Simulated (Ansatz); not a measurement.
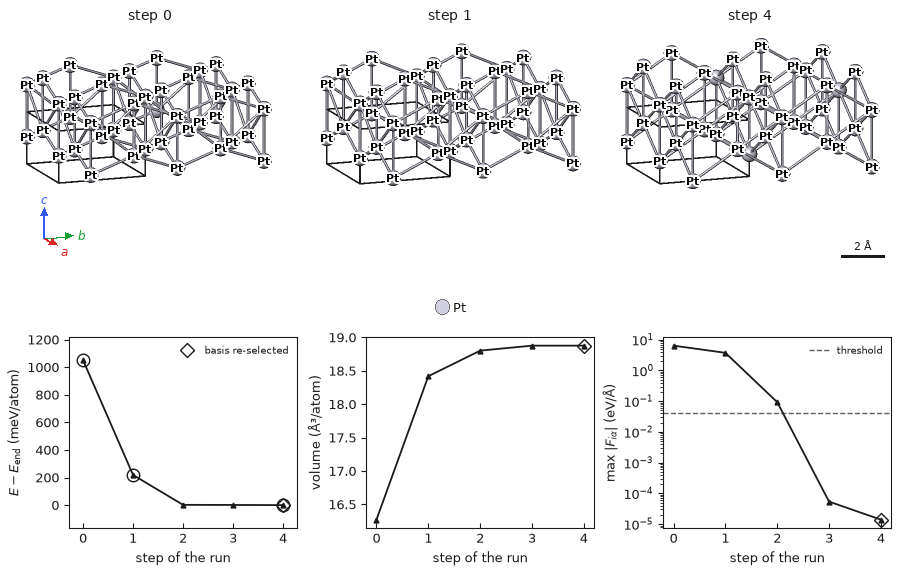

Frames of a relaxation of solid Pt (a generated structure, set up in P4mm) (coarse preliminary run), marked on the history of the run. The picture is a ball-and-stick view of the cell of the calculation, repeated 2 × 2 × 2 with one cell outlined, seen slightly off an axis.

Level of theory: DFT PBE, scalar-relativistic, plane waves, PAW (Ansatz).

The input:
```yaml
crystal:
  lattice:
    - [4.38566476, 0.0, 0.0]
    - [0.0, 4.38566476, 0.0]
    - [0.0, 0.0, 2.53817035]
  atoms:
    - { symbol: Pt, position: [0.0, 0.5, 0.82928887] }
    - { symbol: Pt, position: [0.5, 0.0, 0.82928887] }
    - { symbol: Pt, position: [0.0, 0.0, 0.52299982] }
basis:
  ecutwfc: 420
kpoints:
  mp_grid: { grid: [4, 4, 6] }
hamiltonian:
  xc: pbe
scf:
  occupations: { method: gaussian, width: 0.1 }
  lower_state_search: "off"
output:
  forces: true
  stress: true
  eigenvalues: true
relax:
  adjacent_minimum: "off"
  f_tol: 0.04
  max_steps: 70
  cell: { stress_tol: 0.4 }
```

Run as
```bash
ansatz run input.yaml --threads 1 --pin off --max-ram 2560MiB --backend cpu --events-out ev --progress --plain --runs-dir out
```

Describe the path.

After 3 accepted moves (4 points after the start) the energy has fallen by 1052 meV per atom. The largest force component goes from 6.4 to under 0.0001 eV/Å. The pressure goes from 65.65 to −0.04 GPa. The SCF was repeated once at an unchanged geometry on a basis and grid sized afresh for the cell, which shifted the energy by 1.4 meV per atom at most. Pt3 moves most relative to the cell: 0.36 Å along −c. The volume changes by +16.0 %, with a = b 4.386 → 4.532 Å (+3.3 %), c 2.538 → 2.758 Å (+8.7 %). Among the contacts that change: Pt1–Pt3 2.327 → 2.652 Å, Pt1–Pt1 2.538 → 2.758 Å, Pt1–Pt3 (another image) 2.812 → 2.652 Å. Among the angles between lasting bonds that change: Pt3–Pt1–Pt3 141.0° → 117.4°, Pt3–Pt1–Pt3 160.8° → 180.0°, Pt3–Pt1–Pt3 102.5° → 117.4°. The space group (tolerance 0.01 Å) goes from P4mm (No. 99) to P4/mmm (No. 123). From step 0 to 1: Pt3 moves most (0.14 Å), volume +13.2 %, energy −833 meV per atom. From step 1 to 4: Pt3 moves most (0.21 Å), volume +2.5 %, energy −219 meV per atom.

```csv
step,"E − E(0), meV/atom","largest force component, eV/Å","pressure, GPa","volume, Å³/atom",note
0,0.00,6.4353,65.65,16.273,
1,-832.75,3.7568,12.40,18.420,
2,-1049.52,0.0930,0.92,18.803,
3,-1050.20,0.0001,-0.09,18.878,
4,-1051.55,0.0000,-0.04,18.878,"same geometry, new basis"
```

Limits of the set-up: the k-point mesh is coarse for a cell with partly filled bands.
